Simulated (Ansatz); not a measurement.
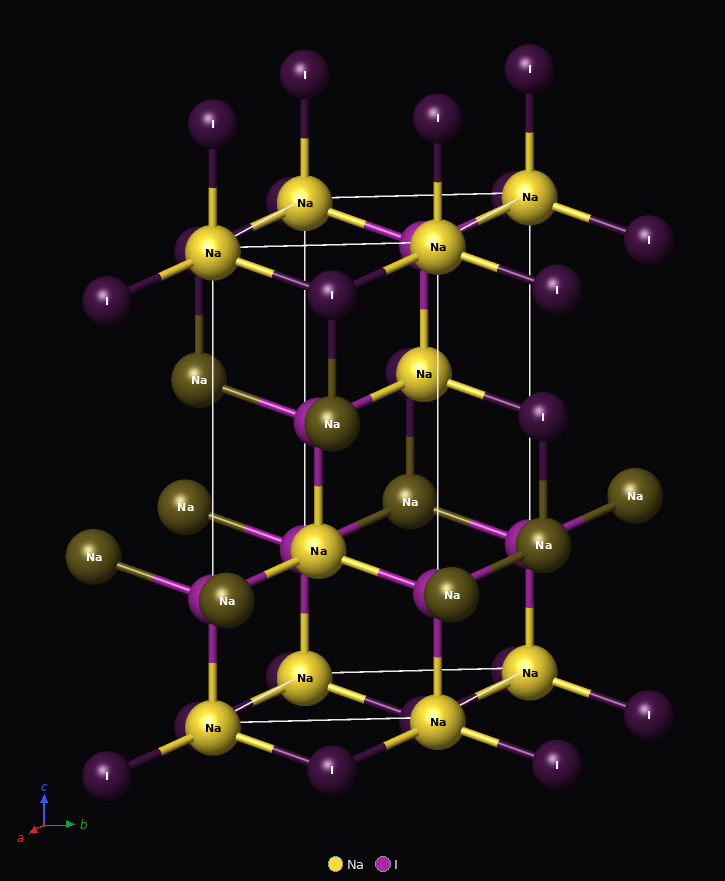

The crystal in a ball-and-stick representation, seen slightly off an axis. The conventional unit cell is drawn as a box. Outside the box, the atoms bonded to those within are drawn, in fainter colours.

NaI, space group R3m (No. 160), a = 5.280 Å, b = 5.280 Å, c = 11.423 Å, α = 90.00°, β = 90.00°, γ = 120.00°. The starting point was a structure type filled with these elements by a generator (whether the compound takes this form wasn't checked). The cell was then strained or its atoms displaced on purpose. It was run through Ansatz as a DFT input.

This one geometry was computed with Ansatz (DFT, plane waves, PAW) at three levels of theory: PBE, HSE06 and r2SCAN. It was relaxed with r2SCAN and then strained.

### How does the band gap change with the level of theory?

PBE: a gap of 3.51 eV, direct; r2SCAN: a gap of 4.09 eV, direct; HSE06: a gap of 4.48 eV, direct.

### Collect the results in a table.

| level | cutoff (eV) | k-mesh of the run's cell | gap (eV) | pressure (GPa) |
| --- | --- | --- | --- | --- |
| PBE | 420 | 6×6×6 | 3.51 | -0.1 |
| HSE06 | 420 | 4×4×4 | 4.48 | -0.3 |
| r2SCAN | 500 | 6×6×6 | 4.09 | -0.5 |

Gaps are taken on the k-mesh or band path of each run.
